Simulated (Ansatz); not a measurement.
## Single-point calculation, with input and output: Hf5N4 (part 2 of 2)

The same run, continued: Hf5N4 (slab, 9 atoms in the cell); DFT r2SCAN, scalar-relativistic, plane waves, PAW, no spin polarisation (Ansatz 0.2.0); cutoff 500 eV, 12×12×1 k-mesh, Gaussian smearing of 0.1 eV. It belongs to a series of runs on one base structure; here: functional: r2scan.

Geometry of the input (Å; fractional positions):
```
3.1831  0.0000  0.0000
-1.5915  2.7566  0.0000
0.0000  0.0000  25.3959
Hf 0.3333  0.6667  0.2953
N  0.6667  0.3333  0.3465
Hf 0.0000  0.0000  0.3977
N  0.3333  0.6667  0.4488
Hf 0.6667  0.3333  0.5000
N  0.0000  0.0000  0.5512
Hf 0.3333  0.6667  0.6023
N  0.6667  0.3333  0.6535
Hf 0.0000  0.0000  0.7047
```

### Output, continued
```
  k-point 0: bands = ["-54.9860", "-54.8816", "-54.8762", "-54.4798", "-54.4798", "-23.6058", "-23.2879", "-22.9938", "-22.8038", "-22.8038", "-22.6920", "-22.6920", "-22.6838", "-22.6838", "-22.6452", "-22.5877", "-22.1250", "-22.1250", "-22.1250", "-22.1250", "-8.7685", "-8.0551", "-7.2478", "-6.6690", "-3.3865", "-3.3845", "-3.3845", "-3.3583", "-3.3204", "-3.3204", "-3.2792", "-3.2782", "-3.2756", "-3.2756", "-3.2587", "-3.2562", "-3.2562", "-3.2506", "-3.2138", "-3.2138", "-3.2070", "-3.2070", "-3.1858", "-3.1799", "-3.1799", "-2.9119", "-2.9061", "-2.8809", "-2.8809", "-2.8808", "-2.8808", "-2.8673", "-2.8673", "-2.8673", "-2.8673", "-2.8454", "-2.8405", "-2.7590", "-2.7589", "0.7569", "1.8686", "3.2728", "3.2728", "3.3581", "4.0155", "4.0155", "4.9932", "4.9932", "5.0913", "5.9462", "5.9462", "7.9234", "8.2317", "9.6152", "9.6975", "9.6975", "9.9325", "10.3947", "10.5783", "10.5783", "11.2087", "11.5490", "11.5490", "12.0896", "12.1900", "12.1900", "12.5511", "12.5511", "12.9449", "13.4023"]
  k-point 1: bands = ["-54.9828", "-54.8786", "-54.8735", "-54.4770", "-54.4770", "-23.5836", "-23.2787", "-23.0011", "-22.8517", "-22.8181", "-22.7565", "-22.7284", "-22.7033", "-22.6917", "-22.6245", "-22.5872", "-22.1705", "-22.1702", "-22.1348", "-22.1348", "-8.6426", "-7.9741", "-7.2330", "-6.7251", "-3.3824", "-3.3808", "-3.3807", "-3.3555", "-3.3240", "-3.3205", "-3.2854", "-3.2737", "-3.2729", "-3.2704", "-3.2563", "-3.2548", "-3.2545", "-3.2471", "-3.2173", "-3.2142", "-3.2105", "-3.2077", "-3.1872", "-3.1852", "-3.1849", "-2.9106", "-2.9067", "-2.8807", "-2.8803", "-2.8799", "-2.8798", "-2.8689", "-2.8686", "-2.8667", "-2.8666", "-2.8410", "-2.8374", "-2.7635", "-2.7635", "0.9323", "1.9289", "3.1093", "3.3327", "3.3913", "4.0463", "4.1950", "4.3951", "4.9636", "5.3867", "5.4485", "5.7985", "8.0261", "8.1131", "9.2486", "9.8212", "9.8614", "9.9067", "10.3557", "10.6905", "10.7378", "11.1969", "11.6584", "11.7571", "12.1172", "12.1798", "12.4697", "12.5323", "12.9635", "12.9905", "13.0932"]
  k-point 2: bands = ["-54.9738", "-54.8704", "-54.8661", "-54.4694", "-54.4694", "-23.5224", "-23.2657", "-23.0540", "-22.9587", "-22.9054", "-22.8564", "-22.8062", "-22.7341", "-22.7140", "-22.6103", "-22.5878", "-22.2919", "-22.2907", "-22.1615", "-22.1615", "-8.3035", "-7.7647", "-7.2016", "-6.8708", "-3.3741", "-3.3707", "-3.3664", "-3.3473", "-3.3315", "-3.3212", "-3.2996", "-3.2650", "-3.2622", "-3.2611", "-3.2514", "-3.2494", "-3.2461", "-3.2375", "-3.2250", "-3.2195", "-3.2158", "-3.2100", "-3.1986", "-3.1975", "-3.1920", "-2.9080", "-2.9067", "-2.8827", "-2.8823", "-2.8787", "-2.8786", "-2.8689", "-2.8680", "-2.8635", "-2.8634", "-2.8295", "-2.8281", "-2.7754", "-2.7754", "1.3872", "2.1142", "2.8122", "3.4676", "3.4769", "3.7782", "4.1025", "4.1940", "4.6391", "4.8777", "5.2914", "5.5040", "7.9264", "8.1861", "8.6138", "9.3093", "10.1613", "10.3647", "10.4823", "10.9741", "11.1112", "11.2326", "11.9075", "12.0533", "12.1951", "12.5882", "13.0032", "13.0170", "13.0722", "13.2349", "13.2737"]
  k-point 18: bands = ["-54.9305", "-54.8308", "-54.8308", "-54.4329", "-54.4328", "-23.4121", "-23.4121", "-23.3474", "-23.2275", "-23.1894", "-23.1894", "-22.9480", "-22.9480", "-22.9464", "-22.6040", "-22.6011", "-22.5935", "-22.5935", "-22.5181", "-22.5180", "-7.1950", "-7.1950", "-6.9400", "-6.9392", "-3.3655", "-3.3420", "-3.3420", "-3.3218", "-3.3063", "-3.3038", "-3.3038", "-3.2618", "-3.2618", "-3.2409", "-3.2387", "-3.2385", "-3.2385", "-3.2195", "-3.2195", "-3.2078", "-3.2078", "-3.1926", "-3.1913", "-3.1809", "-3.1809", "-2.8999", "-2.8998", "-2.8926", "-2.8926", "-2.8894", "-2.8893", "-2.8506", "-2.8505", "-2.8331", "-2.8331", "-2.8140", "-2.8139", "-2.7848", "-2.7848", "2.1690", "2.3036", "2.3036", "3.0738", "3.0738", "3.6896", "3.7661", "3.7661", "3.8631", "3.8631", "4.1061", "4.1137", "9.3713", "9.3713", "9.8103", "9.8808", "10.7167", "10.7167", "11.0960", "11.8381", "11.8381", "12.2263", "12.7845", "12.7845", "13.5514", "13.5514", "14.0802", "14.4638", "14.4638", "15.7297", "15.7297"]
```

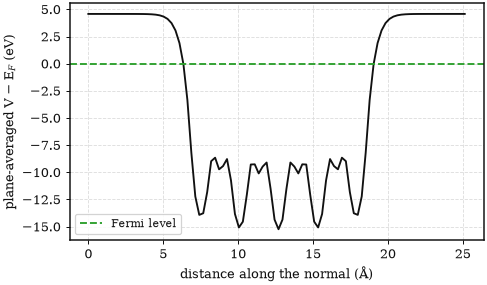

Plane average of the electrostatic potential energy of an electron across the cell, from the Fermi level. The vacuum level lies 4.58 eV above the Fermi level.

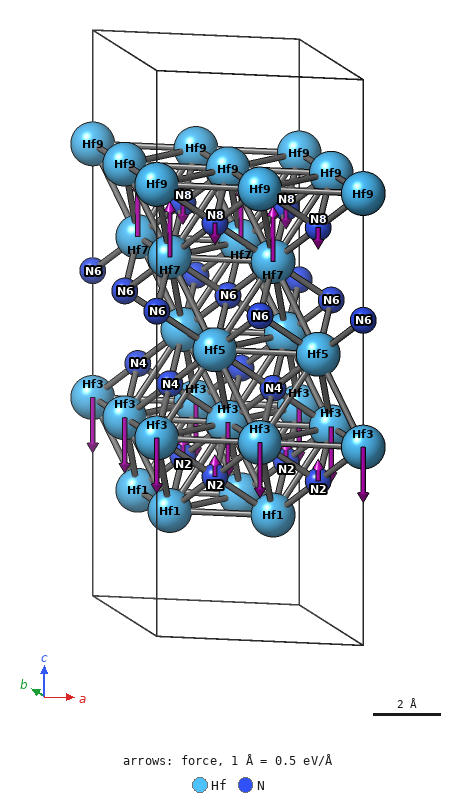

Forces on the atoms as pink arrows (ball-and-stick view of the 2 × 2 repeat of the cell, with the vacuum cut short, seen slightly off an axis; atoms are numbered from 1 in the order of the input); the smallest are left out. The largest act on Hf3, Hf7 (0.87 eV/Å); N2, N8 (0.35 eV/Å). The geometry is not a stationary point of this energy.

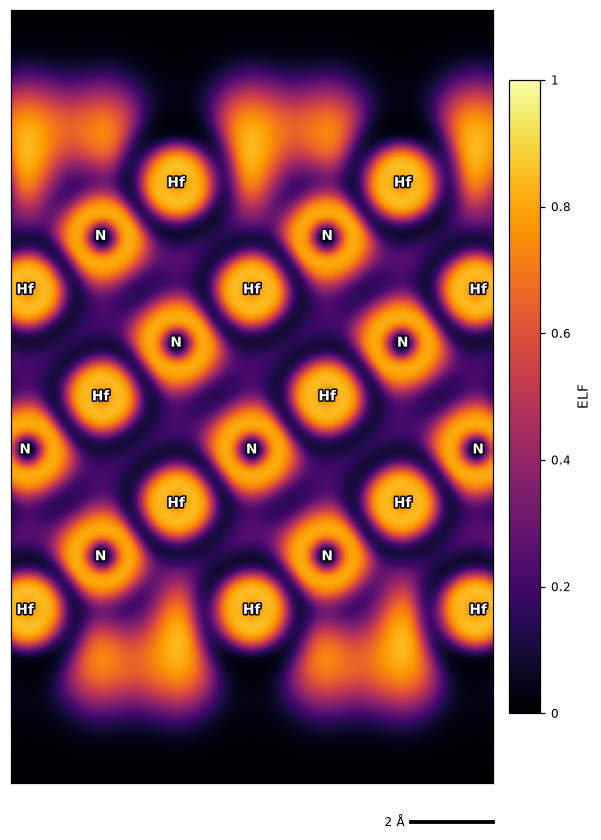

Electron localisation function on the (110) plane of the calculation cell, a cut from vacuum to vacuum. The section cuts through Hf and N sites. Hf–N (2.25 Å): the ELF peaks at about 0.80 in the valence shell of N, 0.6 Å from its nucleus, and drops to about 0.15 between the two atoms; no shared pair; the contact is polar. Hf–Hf (3.18 Å): the ELF is about 0.15 at the midpoint (no localised pair between them). The strong features right at Hf lie inside the PAW spheres (semicore, d or f shells) and say nothing about bonding. In a PAW calculation such maps are meaningful between the atoms, not at the nuclei.

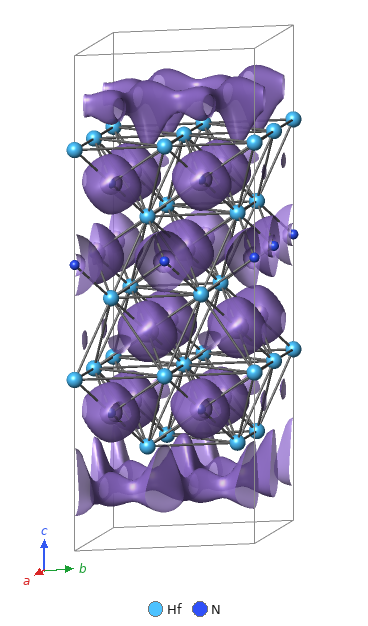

Isosurface of the electron localisation function at 0.6 (purple), seen slightly off an axis. Core shells and regions of very low density are left out. Sticks mark near contacts. Counts are for one cell; the picture repeats the cell along the surface. Profiles from the grid: Hf–N (2.25 Å): the ELF peaks at about 0.80 in the valence shell of N, 0.6 Å from its nucleus, and drops to about 0.15 between the two atoms; a polar contact without a shared pair, in a metal. Hf–Hf (3.18 Å): the ELF is about 0.25 at the midpoint (no shared electron pair).

### Key numbers

| quantity | value |
| --- | --- |
| outcome | converged |
| electrons treated | 150 |
| free energy | −80217.2233 eV |
| work function, top face | 4.58 eV |
| work function, bottom face | 4.58 eV |
| Fermi energy | 9.756 eV |
| gap on the k-point mesh | none (metallic) |
| work function (upper face) | 4.58 eV |
| largest force (length of the vector) | 0.866 eV/Å |
| hardware | 2 threads of AMD EPYC (Zen 3), 64 GiB of memory available, shared host |
| wall time | 53 s (CPU time 1.7 min) |
| peak memory | 1.2 GiB |

### Remarks

Warnings of the run: the exchange-correlation potential is rough where the density is thin. Spin–orbit coupling is left out, which matters for Hf.
